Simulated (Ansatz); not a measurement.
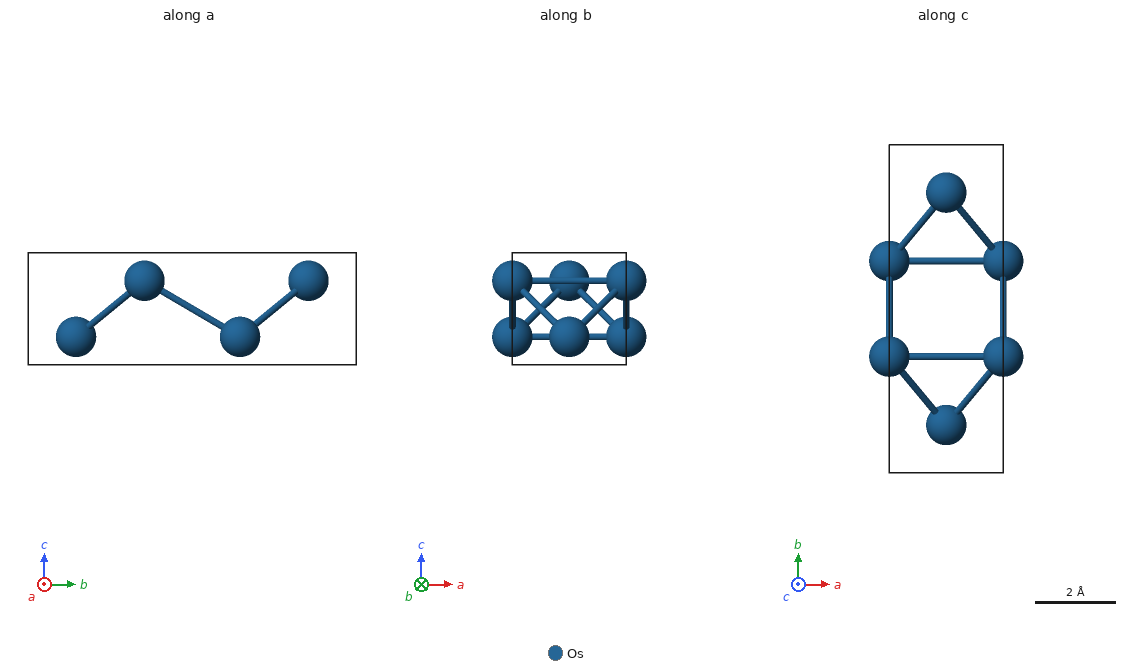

Drawn in the ball-and-stick manner and seen along the a axis, along the b axis and along the c axis. The conventional unit cell is drawn as a box.

Lattice parameters: a = 2.8463 Å, b = 8.2024 Å, c = 2.8054 Å, α = 90.000°, β = 90.000°, γ = 90.000°.

Q: Express the structure as a CIF with its space group and independent sites, with free fractional coordinates to two decimals.

A:
```cif
data_structure
_symmetry_space_group_name_H-M 'C m c m'
_symmetry_Int_Tables_number 63
_cell_length_a 2.8463
_cell_length_b 8.2024
_cell_length_c 2.8054
_cell_angle_alpha 90.000
_cell_angle_beta 90.000
_cell_angle_gamma 90.000
_cell_volume 65.50
loop_
_atom_site_label
_atom_site_type_symbol
_atom_site_symmetry_multiplicity
_atom_site_Wyckoff_symbol
_atom_site_fract_x
_atom_site_fract_y
_atom_site_fract_z
_atom_site_occupancy
Os1 Os 4 c 0.00 0.35 0.75 1
```

Starting structure: a structure type filled with this element by a generator (whether the element takes this form wasn't checked). Earlier steps of the study may have refined or changed the cell and positions. Ansatz was used for an electronic-structure calculation on it.

At this level of theory the cell isn't at rest (stretched, at -24 GPa), so its distances can differ from those at equilibrium, the more so the softer the solid.
